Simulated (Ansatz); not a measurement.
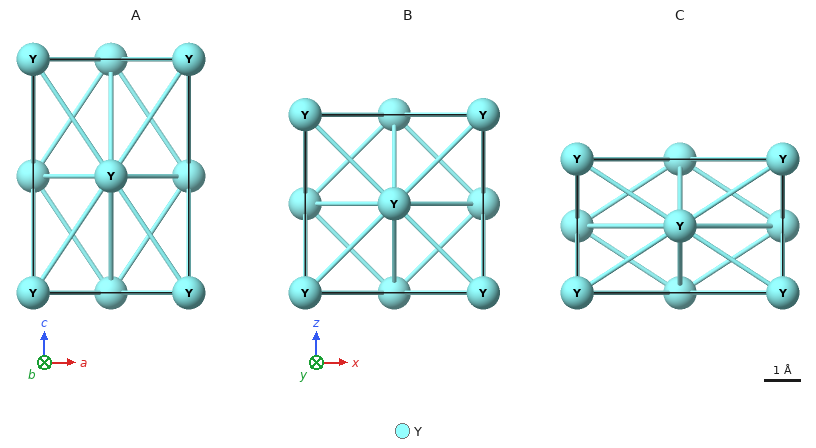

Energy scan for crystalline Y (Fm-3m), in which the ratio of the cell's length along z to its lengths across, counted as 1 for the reference, is changed at fixed volume (a tetragonal or Bain path), with the atoms kept at their fractional coordinates. x, y and z are the Cartesian axes of the input. The picture is a ball-and-stick view of the conventional cell (4 times the calculation's cell), seen along the b axis. Lengths and directions refer to the drawn axes.

Method: DFT r2SCAN, scalar-relativistic, plane waves, PAW (Ansatz). Set-up: plane-wave cutoff 500 eV; k-point mesh 18 × 18 × 18; occupations gaussian; smearing width 0.15 eV; no spin polarisation. Energies (free energies at the smearing named) are counted from the cell as listed in its source, which wasn't relaxed.

Q: Order these geometries by energy, lowest first.

A: Lowest first: B (the relative ratio 1.00, 0 meV/atom), C (the relative ratio 0.65, 62 meV/atom), A (the relative ratio 1.50, 360 meV/atom). Over the whole scan: of the computed points the lowest is at the relative ratio 1.00, 0 meV/atom. The end points stand at 62 meV/atom (0.65) and 360 meV/atom (1.50). The unrelaxed reference is under a pressure of 3.3 GPa. The distortion takes the space group from Fm-3m to I4/mmm, except for Im-3m at 0.707. At the relative ratio 1.50 the cell of the drawing goes a 4.970 → 4.342 Å, b 4.970 → 4.342 Å, c 4.970 → 6.513 Å.
